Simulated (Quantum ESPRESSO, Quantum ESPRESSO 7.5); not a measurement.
**graphene, 1 layer: parallel layout and speed**

Which layout of ranks, pools and threads suits graphene, 1 layer? The physics should not care; the clock does.

Program: Quantum ESPRESSO 7.5. Level of theory: plane-wave DFT, PBE, SG15 norm-conserving pseudopotentials. Results are calculated unless marked as measured.

**1. Starting point**

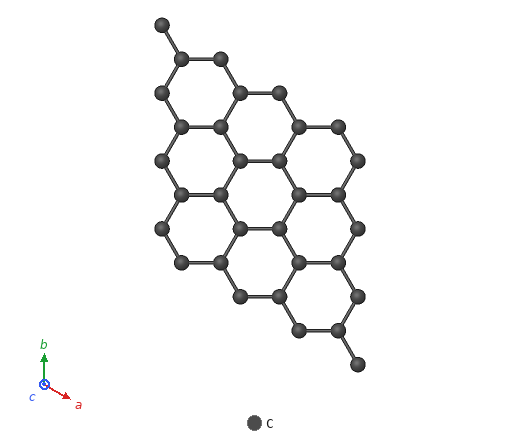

Start, viewed from above; carbon dark grey. 4×4×1 cells are drawn.

The cell holds 2 atoms: 2 C. Cell: a = 2.467 Å, b = 2.467 Å, c = 17.000 Å, α = 90.0°, β = 90.0°, γ = 120.0°. It derives from C. Vacuum lies along c.

**2. Self-consistent run: 4 ranks, 4 pools, 1 thread a rank**

The first run is the reference of the series.

c0.in

```
&control
  prefix = 'c0'
  outdir = './out'
  pseudo_dir = './pseudo'
  calculation = 'scf'
  tprnfor = .true.
/
&system
  ibrav = 0
  nat = 2
  ntyp = 1
  ecutwfc = 60
  ecutrho = 240
  occupations = 'smearing'
  smearing = 'fd'
  degauss = 0.004
  assume_isolated = 'esm'
  esm_bc = 'bc1'
/
&electrons
  conv_thr = 1e-07
  mixing_beta = 0.4
  electron_maxstep = 120
  mixing_mode = 'local-TF'
/
ATOMIC_SPECIES
  C   12.0110  C_ONCV_PBE-1.2.upf
CELL_PARAMETERS angstrom
  2.46700000000000 0.00000000000000 0.00000000000000
  -1.23350000000000 2.13648467113621 0.00000000000000
  0.00000000000000 0.00000000000000 17.00000000000000
ATOMIC_POSITIONS crystal
  C   0.666666666667 0.333333333333 0.000000000000
  C   0.333333333333 0.666666666667 0.000000000000
K_POINTS automatic
  12 12 1 0 0 0
```

The run is started by

```
OMP_NUM_THREADS=1 mpirun -n 4 pw.x -nk 4 -in c0.in > c0.out
```

What it wrote:

```text
Program PWSCF v.7.5 starts
[citation notice left out]

     Parallel version (MPI & OpenMP), running on       4 processor cores
     Number of MPI processes:                 4
     Threads/MPI process:                     1

     MPI processes distributed on     1 nodes
[...]
Current dimensions of program PWSCF are:
     Max number of different atomic species (ntypx) = 10
     Max number of k-points (npk) =  40000
     Max angular momentum in pseudopotentials (lmaxx) =  4
     Message from routine setup:
     using ibrav=0 with symmetry is DISCOURAGED, use correct ibrav instead

     K-points division:     npool     =       4
     Subspace diagonalization in iterative solution of the eigenvalue problem:
     a serial algorithm will be used

     G-vector sticks info
     --------------------
     sticks:   dense  smooth     PW     G-vecs:    dense   smooth      PW
     Sum         361     361    109                38067    38067    6557

     Using Slab Decomposition

     bravais-lattice index     =            0
     lattice parameter (alat)  =       4.6620  a.u.
     unit-cell volume          =     604.6645 (a.u.)^3
     number of atoms/cell      =            2
     number of atomic types    =            1
     number of electrons       =         8.00
     number of Kohn-Sham states=            8
     kinetic-energy cutoff     =      60.0000  Ry
     charge density cutoff     =     240.0000  Ry
     scf convergence threshold =      1.0E-07
     mixing beta               =       0.4000
     number of iterations used =            8  local-TF  mixing
     Exchange-correlation= PBE
                           (   1   4   3   4   0   0   0)

     Effective Screening Medium Method
     =================================
     Boundary Conditions: Vacuum-Slab-Vacuum
     total charge in unit cell        =   0.0000
     grid points for fit at edges     =        4

     celldm(1)=   4.661954  celldm(2)=   0.000000  celldm(3)=   0.000000
     celldm(4)=   0.000000  celldm(5)=   0.000000  celldm(6)=   0.000000

     crystal axes: (cart. coord. in units of alat)
               a(1) = (   1.000000   0.000000   0.000000 )
               a(2) = (  -0.500000   0.866025   0.000000 )
               a(3) = (   0.000000   0.000000   6.890961 )

     reciprocal axes: (cart. coord. in units 2 pi/alat)
               b(1) = (  1.000000  0.577350 -0.000000 )
               b(2) = (  0.000000  1.154701  0.000000 )
               b(3) = (  0.000000 -0.000000  0.145118 )

     PseudoPot. # 1 for C  read from file:
     ./pseudo/C_ONCV_PBE-1.2.upf
     Pseudo is Norm-conserving, Zval =  4.0
     Generated using ONCVPSP code by D. R. Hamann
     Using radial grid of  602 points,  4 beta functions with:
                l(1) =   0
                l(2) =   0
                l(3) =   1
                l(4) =   1

     atomic species   valence    mass     pseudopotential
     C                 4.00    12.01100     C ( 1.00)

     24 Sym. Ops., with inversion, found

   Cartesian axes

     site n.     atom                  positions (alat units)
         1        C      tau(   1) = (   0.5000000   0.2886751   0.0000000  )
         2        C      tau(   2) = (  -0.0000000   0.5773503   0.0000000  )

     number of k points=    19  Fermi-Dirac smearing, width (Ry)=  0.0040
                       cart. coord. in units 2pi/alat
        k(    1) = (   0.0000000   0.0000000   0.0000000), wk =   0.0138889
        k(    2) = (   0.0000000   0.0962250   0.0000000), wk =   0.0833333
        k(    3) = (   0.0000000   0.1924501   0.0000000), wk =   0.0833333
        k(    4) = (   0.0000000   0.2886751   0.0000000), wk =   0.0833333
        k(    5) = (   0.0000000   0.3849002   0.0000000), wk =   0.0833333
        k(    6) = (   0.0000000   0.4811252   0.0000000), wk =   0.0833333
        k(    7) = (   0.0000000  -0.5773503   0.0000000), wk =   0.0416667
        k(    8) = (   0.0833333   0.1443376   0.0000000), wk =   0.0833333
        k(    9) = (   0.0833333   0.2405626   0.0000000), wk =   0.1666667
        k(   10) = (   0.0833333   0.3367877   0.0000000), wk =   0.1666667
[...]
k(   19) = (   0.3333333   0.5773503   0.0000000), wk =   0.0277778

     Dense  grid:    38067 G-vectors     FFT dimensions: (  24,  24, 160)

     Estimated max dynamical RAM per process >      43.53 MB

     Estimated total dynamical RAM >     146.25 MB

     Initial potential from superposition of free atoms

     starting charge       7.9861, renormalised to       8.0000

     negative rho (up, down):  6.705E-05 0.000E+00
     Starting wfcs are random

     total cpu time spent up to now is        0.2 secs

     per-process dynamical memory:    25.0 Mb

     Self-consistent Calculation

     iteration #  1     ecut=    60.00 Ry     beta= 0.40
     Davidson diagonalization with overlap
     c_bands:  4 eigenvalues not converged
     c_bands:  4 eigenvalues not converged
     ethr =  1.00E-02,  avg # of iterations = 26.9

     negative rho (up, down):  1.561E-05 0.000E+00

     total cpu time spent up to now is        2.7 secs

     total energy              =     -22.52526870 Ry
     estimated scf accuracy    <       0.11926714 Ry

     iteration #  2     ecut=    60.00 Ry     beta= 0.40
[...]
total energy              =     -22.83961275 Ry
     estimated scf accuracy    <       0.11777063 Ry

     iteration #  3     ecut=    60.00 Ry     beta= 0.40
[...]
negative rho (up, down):  2.787E-02 0.000E+00

[...]
total energy              =     -22.78446283 Ry
     estimated scf accuracy    <       0.09574959 Ry

     iteration #  4     ecut=    60.00 Ry     beta= 0.40
[...]
negative rho (up, down):  1.865E-02 0.000E+00

[...]
total energy              =     -22.79727290 Ry
     estimated scf accuracy    <       0.00810581 Ry

     iteration #  5     ecut=    60.00 Ry     beta= 0.40
[...]
negative rho (up, down):  2.154E-02 0.000E+00

[...]
total energy              =     -22.80053374 Ry
     estimated scf accuracy    <       0.00453503 Ry

     iteration #  6     ecut=    60.00 Ry     beta= 0.40
[...]
negative rho (up, down):  7.253E-03 0.000E+00

[...]
total energy              =     -22.80278138 Ry
     estimated scf accuracy    <       0.00160022 Ry

     iteration #  7     ecut=    60.00 Ry     beta= 0.40
[...]
negative rho (up, down):  3.117E-03 0.000E+00

[...]
total energy              =     -22.80316453 Ry
     estimated scf accuracy    <       0.00020677 Ry

     iteration #  8     ecut=    60.00 Ry     beta= 0.40
[...]
c_bands:  1 eigenvalues not converged
     c_bands:  1 eigenvalues not converged
     c_bands:  1 eigenvalues not converged
     c_bands:  1 eigenvalues not converged
     c_bands:  1 eigenvalues not converged
[...]
negative rho (up, down):  1.542E-03 0.000E+00

[...]
total energy              =     -22.80361846 Ry
     estimated scf accuracy    <       0.00002741 Ry

     iteration #  9     ecut=    60.00 Ry     beta= 0.40
[...]
c_bands:  1 eigenvalues not converged
     c_bands:  1 eigenvalues not converged
[...]
negative rho (up, down):  4.610E-04 0.000E+00

[...]
total energy              =     -22.80370981 Ry
     estimated scf accuracy    <       0.00003100 Ry

     iteration # 10     ecut=    60.00 Ry     beta= 0.40
[...]
c_bands:  1 eigenvalues not converged
[...]
negative rho (up, down):  1.262E-04 0.000E+00

[...]
total energy              =     -22.80373490 Ry
     estimated scf accuracy    <       0.00000115 Ry

     iteration # 11     ecut=    60.00 Ry     beta= 0.40
[...]
c_bands:  1 eigenvalues not converged
     c_bands:  1 eigenvalues not converged
[...]
negative rho (up, down):  1.477E-04 0.000E+00

[...]
total energy              =     -22.80374249 Ry
     estimated scf accuracy    <       0.00000028 Ry

     iteration # 12     ecut=    60.00 Ry     beta= 0.40
[...]
c_bands:  1 eigenvalues not converged
     c_bands:  1 eigenvalues not converged
[...]
negative rho (up, down):  5.324E-05 0.000E+00

[...]
total energy              =     -22.80374399 Ry
     estimated scf accuracy    <       0.00000037 Ry

     iteration # 13     ecut=    60.00 Ry     beta= 0.40
[...]
c_bands:  1 eigenvalues not converged
[...]
negative rho (up, down):  3.309E-06 0.000E+00

[...]
total energy              =     -22.80373974 Ry
     estimated scf accuracy    <       0.00000022 Ry

     iteration # 14     ecut=    60.00 Ry     beta= 0.40
[...]
End of self-consistent calculation

          k = 0.0000 0.0000 0.0000 (  4735 PWs)   bands (ev):

   -23.7517 -11.8619  -7.3334  -7.3334  -0.9814  -0.1493   0.2309   1.6217

          k = 0.0000 0.0962 0.0000 (  4734 PWs)   bands (ev):

   -23.5882 -11.6659  -7.9817  -7.6713  -0.7589   0.0755   0.4566   1.8455

          k = 0.0000 0.1925 0.0000 (  4752 PWs)   bands (ev):

   -23.0995 -11.0845  -9.6127  -8.4618  -0.0912   0.7492   1.1393   2.5178

          k = 0.0000 0.2887 0.0000 (  4738 PWs)   bands (ev):

   -22.2913 -11.7027 -10.1358  -9.3396   1.0193   1.8549   2.2753   2.9792

          k = 0.0000 0.3849 0.0000 (  4748 PWs)   bands (ev):

   -21.1757 -13.8980 -10.0720  -8.8709   0.6485   2.5600   3.4599   3.4646

          k = 0.0000 0.4811 0.0000 (  4748 PWs)   bands (ev):

   -19.7839 -15.9911 -10.5444  -7.4526  -1.4780   3.2055   4.5680   5.4577

[...]
the Fermi energy is    -4.2540 ev

!    total energy              =     -22.80374002 Ry
     estimated scf accuracy    <          2.4E-09 Ry
     smearing contrib. (-TS)   =      -0.00015403 Ry
     internal energy E=F+TS    =     -22.80358599 Ry

     The total energy is F=E-TS. E is the sum of the following terms:
     one-electron contribution =      46.18161025 Ry
     hartree contribution      =     -22.46913089 Ry
     xc contribution           =      -7.00890984 Ry
     ewald contribution        =     -39.50715551 Ry

     convergence has been achieved in  14 iterations

     Forces acting on atoms (cartesian axes, Ry/au):

     atom    1 type  1   force =    -0.00000000   -0.00000000    0.00000000
     atom    2 type  1   force =     0.00000000    0.00000000   -0.00000000

     Total force =     0.000000     Total SCF correction =     0.000000

[...]
=------------------------------------------------------------------------------=
   JOB DONE.
=------------------------------------------------------------------------------=
```

Elapsed: 15 s, on 4 MPI ranks of Arm Neoverse V1, shared host; peak memory 0.26 GiB; 60 s of CPU time.

Read from the output:

| Property | Result |
| --- | --- |
| free energy | -310.2607 eV |
| energy at zero smearing | -310.2596 eV |
| Fermi energy | -4.254 eV |
| valence top, on the run's zero | -4.254 eV |
| conduction bottom, on the run's zero | -4.254 eV |
| gap by band count | 1.49e-9 eV |
| vacuum line at the lower end of the cell, over the Fermi level | 4.254 eV |
| vacuum line at the upper end of the cell, over the Fermi level | 4.254 eV |

Electrostatic potential energy of an electron; zero at the Fermi level. Potential energy, planar mean against z:

| z (Å) | potential energy, planar mean (eV) |
| --- | --- |
| -8 | 4.25 |
| -6 | 4.25 |
| -4 | 4.25 |
| -2 | 4.18 |
| 0 | -33.6 |
| 2 | 4.18 |
| 4 | 4.25 |
| 6 | 4.25 |
| 8 | 4.25 |

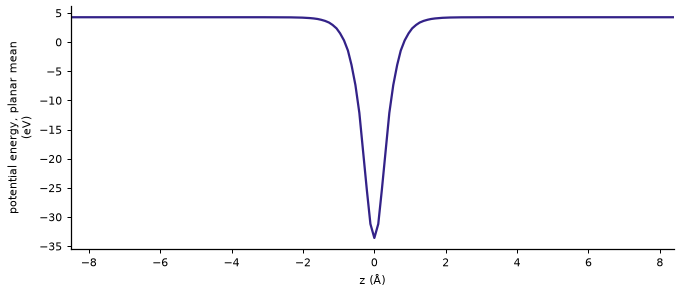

Potential energy, planar mean, plotted against z.

The program's own clock; routines nest. Time by routine:

```
   routine  wall time (s)  calls
     PWSCF          14.57      1
 electrons          14.29      1
   c_bands           9.78     14
   cegterg           7.68     73
     h_psi           6.72    926
  vloc_psi            6.3    926
      fftw           6.18   8426
   mix_rho           3.37     14
      ffts           2.09   1509
  sum_band           0.56     14
  v_of_rho           0.51     15
       fft           0.23    151
  init_run           0.22      1
add_vuspsi            0.2    926
```

By band count these two levels touch or overlap: there is no gap, and they are no band edges.

The vacuum levels are read from the outermost 0.7 Å of the cell on either side.

The run needed 14 iterations to bring the estimated error under 1e-07 Ry.

Inside the slab this potential holds the local part of the pseudopotentials, which can be repulsive at the nuclei; only its value in the vacuum has a meaning of its own.

**3. Ground state: 4 ranks, 2 pools, 1 thread a rank**

c1.in, as its differences from the input of step 2:

```diff
@@ -1,3 +1,3 @@
 &control
-  prefix = 'c0'
+  prefix = 'c1'
   outdir = './out'
```

The run is started by

```
OMP_NUM_THREADS=1 mpirun -n 4 pw.x -nk 2 -in c1.in > c1.out
```

What it wrote:

```text
[banner, memory and clock lines left out]
Program PWSCF v.7.5 starts
[...]
Message from routine setup:
[...]
number of electrons       =         8.00
     number of Kohn-Sham states=            8
     kinetic-energy cutoff     =      60.0000  Ry
     charge density cutoff     =     240.0000  Ry
[...]
number of k points=    19  Fermi-Dirac smearing, width (Ry)=  0.0040
[...]
Dense  grid:    38067 G-vectors     FFT dimensions: (  24,  24, 160)
[...]
negative rho (up, down):  6.705E-05 0.000E+00
     Starting wfcs are random
[...]
negative rho (up, down):  4.087E-06 0.000E+00
[...]
estimated scf accuracy    <       0.11321486 Ry
[...]
estimated scf accuracy    <       0.11596344 Ry
[...]
negative rho (up, down):  1.371E-02 0.000E+00
[...]
estimated scf accuracy    <       0.09786165 Ry
[...]
negative rho (up, down):  1.728E-02 0.000E+00
[...]
estimated scf accuracy    <       0.00853947 Ry
[...]
negative rho (up, down):  1.759E-02 0.000E+00
[...]
estimated scf accuracy    <       0.00264733 Ry
[...]
negative rho (up, down):  6.165E-03 0.000E+00
[...]
estimated scf accuracy    <       0.00130733 Ry
[...]
negative rho (up, down):  5.823E-03 0.000E+00
[...]
estimated scf accuracy    <       0.00011158 Ry
[...]
negative rho (up, down):  2.911E-03 0.000E+00
[...]
estimated scf accuracy    <       0.00021186 Ry
[...]
negative rho (up, down):  1.389E-03 0.000E+00
[...]
estimated scf accuracy    <       0.00025822 Ry
[...]
negative rho (up, down):  3.582E-04 0.000E+00
[...]
estimated scf accuracy    <       0.00008116 Ry
[...]
negative rho (up, down):  8.459E-05 0.000E+00
[...]
estimated scf accuracy    <       0.00000404 Ry
[...]
negative rho (up, down):  8.157E-05 0.000E+00
[...]
estimated scf accuracy    <       0.00000612 Ry
[...]
negative rho (up, down):  3.960E-05 0.000E+00
[...]
estimated scf accuracy    <       0.00000441 Ry
[...]
the Fermi energy is    -4.2506 ev
!    total energy              =     -22.80373980 Ry
     estimated scf accuracy    <       0.00000003 Ry
     smearing contrib. (-TS)   =      -0.00015403 Ry
     internal energy E=F+TS    =     -22.80358577 Ry
[...]
one-electron contribution =      46.18022524 Ry
     hartree contribution      =     -22.46755126 Ry
     xc contribution           =      -7.00910423 Ry
     ewald contribution        =     -39.50715551 Ry
     convergence has been achieved in  14 iterations
[...]
Total force =     0.000000     Total SCF correction =     0.000000
[...]
```

Wall time 13 s (4 MPI ranks); peak memory 0.22 GiB.

Numbers from this step:

```
Fermi energy                                                   : -4.251 eV
valence top, on the run's zero                                 : -4.251 eV
conduction bottom, on the run's zero                           : -4.251 eV
gap by band count                                              : 3.37e-7 eV
vacuum line at the lower end of the cell, over the Fermi level : 4.251 eV
vacuum line at the upper end of the cell, over the Fermi level : 4.251 eV
```

The program's own clock; routines nest. Time by routine:

```
     routine  wall time (s)  calls
       PWSCF          12.83      1
   electrons          12.52      1
     c_bands          10.09     14
     cegterg           8.72    145
       h_psi           7.61   1901
    vloc_psi           7.14   1901
        fftw           7.03  16806
     mix_rho           1.56     14
        ffts           0.88   1521
    sum_band           0.58     14
    init_run           0.26      1
    v_of_rho           0.24     15
h_psi:calbec           0.23   1901
      calbec           0.23   1941
```

By band count these two levels touch or overlap: there is no gap, and they are no band edges.

Counted from each run's own zero (the Fermi level), the vacuum level differs from the first run's by -3 meV.

**4. Ground state: 4 ranks, 1 pool, 1 thread a rank**

c2.in, as its differences from the input of step 3:

```diff
@@ -1,3 +1,3 @@
 &control
-  prefix = 'c1'
+  prefix = 'c2'
   outdir = './out'
```

The run is started by

```
OMP_NUM_THREADS=1 mpirun -n 4 pw.x -nk 1 -in c2.in > c2.out
```

What it wrote:

```text
[banner, memory and clock lines left out]
Program PWSCF v.7.5 starts
[...]
Message from routine setup:
[...]
number of electrons       =         8.00
     number of Kohn-Sham states=            8
     kinetic-energy cutoff     =      60.0000  Ry
     charge density cutoff     =     240.0000  Ry
[...]
number of k points=    19  Fermi-Dirac smearing, width (Ry)=  0.0040
[...]
Dense  grid:    38067 G-vectors     FFT dimensions: (  24,  24, 160)
[...]
negative rho (up, down):  6.705E-05 0.000E+00
     Starting wfcs are random
[...]
negative rho (up, down):  2.441E-05 0.000E+00
[...]
estimated scf accuracy    <       0.12031069 Ry
[...]
estimated scf accuracy    <       0.11599323 Ry
[...]
negative rho (up, down):  7.650E-03 0.000E+00
[...]
estimated scf accuracy    <       0.09029545 Ry
[...]
negative rho (up, down):  9.774E-03 0.000E+00
[...]
estimated scf accuracy    <       0.00814878 Ry
[...]
negative rho (up, down):  1.070E-02 0.000E+00
[...]
estimated scf accuracy    <       0.00293033 Ry
[...]
negative rho (up, down):  4.684E-03 0.000E+00
[...]
estimated scf accuracy    <       0.00065826 Ry
[...]
negative rho (up, down):  3.239E-03 0.000E+00
[...]
estimated scf accuracy    <       0.00005544 Ry
[...]
negative rho (up, down):  2.010E-03 0.000E+00
[...]
estimated scf accuracy    <       0.00007638 Ry
[...]
negative rho (up, down):  8.570E-04 0.000E+00
[...]
estimated scf accuracy    <       0.00009305 Ry
[...]
negative rho (up, down):  2.435E-04 0.000E+00
[...]
estimated scf accuracy    <       0.00001894 Ry
[...]
negative rho (up, down):  1.209E-04 0.000E+00
[...]
estimated scf accuracy    <       0.00000057 Ry
[...]
negative rho (up, down):  1.169E-04 0.000E+00
[...]
estimated scf accuracy    <       0.00000243 Ry
[...]
negative rho (up, down):  1.166E-04 0.000E+00
[...]
estimated scf accuracy    <       0.00000222 Ry
[...]
negative rho (up, down):  9.338E-05 0.000E+00
[...]
estimated scf accuracy    <       0.00000207 Ry
[...]
negative rho (up, down):  8.847E-05 0.000E+00
[...]
estimated scf accuracy    <       0.00000086 Ry
[...]
negative rho (up, down):  3.270E-05 0.000E+00
[...]
estimated scf accuracy    <       0.00000056 Ry
[...]
the Fermi energy is    -4.2547 ev
!    total energy              =     -22.80373994 Ry
     estimated scf accuracy    <       0.00000006 Ry
     smearing contrib. (-TS)   =      -0.00015403 Ry
     internal energy E=F+TS    =     -22.80358591 Ry
[...]
one-electron contribution =      46.17986523 Ry
     hartree contribution      =     -22.46715415 Ry
     xc contribution           =      -7.00914148 Ry
     ewald contribution        =     -39.50715551 Ry
     convergence has been achieved in  17 iterations
[...]
Total force =     0.000000     Total SCF correction =     0.000000
[...]
```

It took 12 s on 4 MPI ranks; peak memory 0.2 GiB; 48 s of CPU time.

Numbers from this step:

* Fermi energy: -4.255 eV
* valence top, on the run's zero: -4.255 eV
* conduction bottom, on the run's zero: -4.255 eV
* gap by band count: 2.21e-9 eV
* vacuum line at the lower end of the cell, over the Fermi level: 4.255 eV
* vacuum line at the upper end of the cell, over the Fermi level: 4.255 eV

The program's own clock; routines nest. Time by routine:

```
     routine  wall time (s)  calls
       PWSCF          11.49      1
   electrons          11.26      1
     c_bands           9.37     17
     cegterg           9.25    336
       h_psi           7.93   3799
    vloc_psi           7.41   3799
        fftw           7.39  33990
     mix_rho           1.06     17
    sum_band           0.68     17
        ffts           0.57   1927
     cdiaghg           0.34   3767
h_psi:calbec           0.27   3799
      calbec           0.26   3875
  add_vuspsi           0.19   3799
```

By band count these two levels touch or overlap: there is no gap, and they are no band edges.

Counted from each run's own zero (the Fermi level), the vacuum level differs from the first run's by +1 meV.

[end of part 1 of 3]

[Logs are printed without paths, hosts, clocks, repeated set-up lines and the standing remarks that a program may print on its own settings, such as how far it seeks lower states.]

[Hosts, paths, dates, database ids (printed as entryN), source tags and the programs' standing remarks are cut or masked in the printed files.]

[Maps of the electrostatic potential energy from Ansatz leave out the sawtooth potential of an applied field or a dipole correction, so their vacuum need not be flat; planar profiles and work functions include it.]
